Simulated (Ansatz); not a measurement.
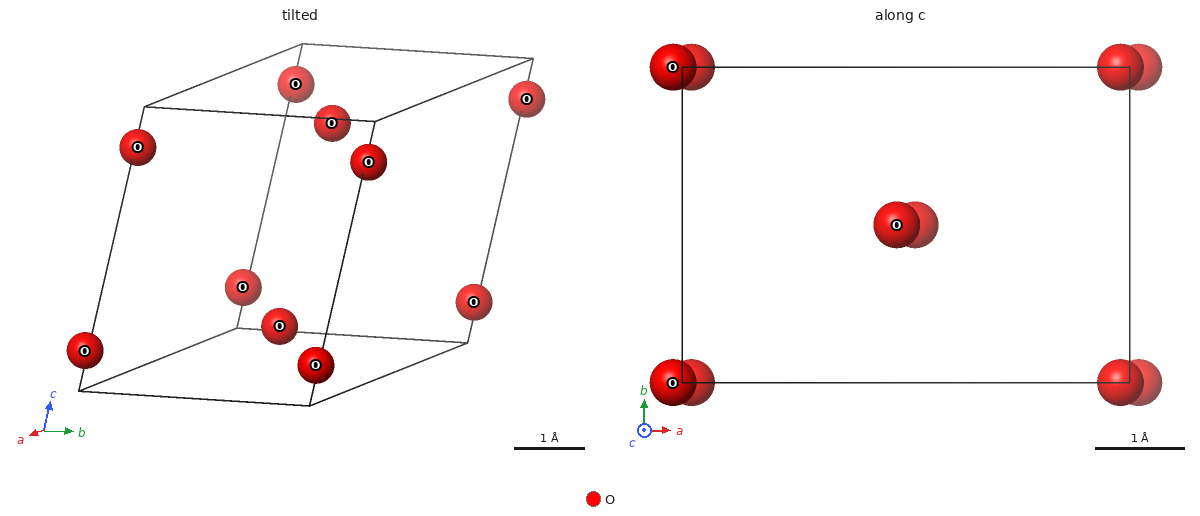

Ball-and-stick representation of a periodic structure, projected slightly off an axis and along the c axis. The parallelepiped is the conventional unit cell. Cell: a = 6.12 Å, b = 3.58 Å, c = 4.54 Å, α = 90.00°, β = 124.00°, γ = 90.00°.

Origin of the cell: a structure listed in the Materials Project. Earlier steps of the study may have refined or changed the cell and positions. It was run through Ansatz as a DFT input.

**What structure is drawn here?**

The element is oxygen. The structure has C2/m (No. 12) symmetry and a base-centred monoclinic lattice. The cell holds four atoms. About every O there is one O at about 1.2 Å. The bonds build separate O2 groups.

Run with DFT PBE+D3(BJ), scalar-relativistic, plane waves, PAW in Ansatz 0.2.0 and these settings: plane-wave cutoff 420 eV, k-points about 0.21 Å⁻¹ apart, Gaussian smearing of 0.02 eV, collinear spins.

**Which atoms carry magnetic moments in this run, and how do they order?**

The state reached is ferromagnetic. Sizes: O 0.6 μB; net moment 2.0 μB in the run's cell of 2 atoms.

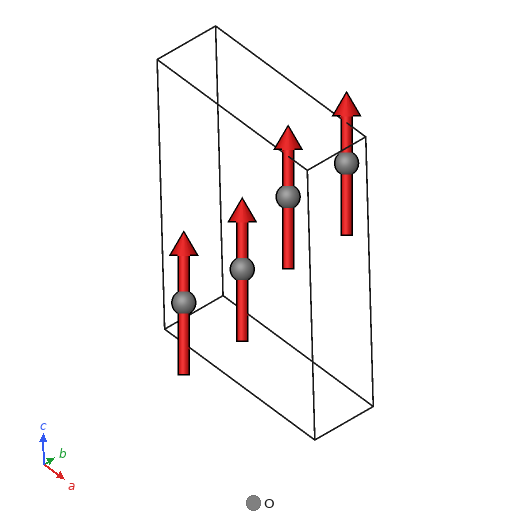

Site moments above 0.25 μB as arrows, small induced ones on non-metal atoms left out (red along the largest or up, blue against, purple across). The run's cell of 2 atoms is drawn in a reduced setting, so axes and origin can differ from the first picture.

**How large a gap does the method give, if there is one?**

A semiconductor at this level, with a gap of 1.58 eV, indirect.

**Is the structure in equilibrium?**

Yes. All forces vanish to within 0.01 eV/Å. The pressure is 0.0 GPa, close to zero.
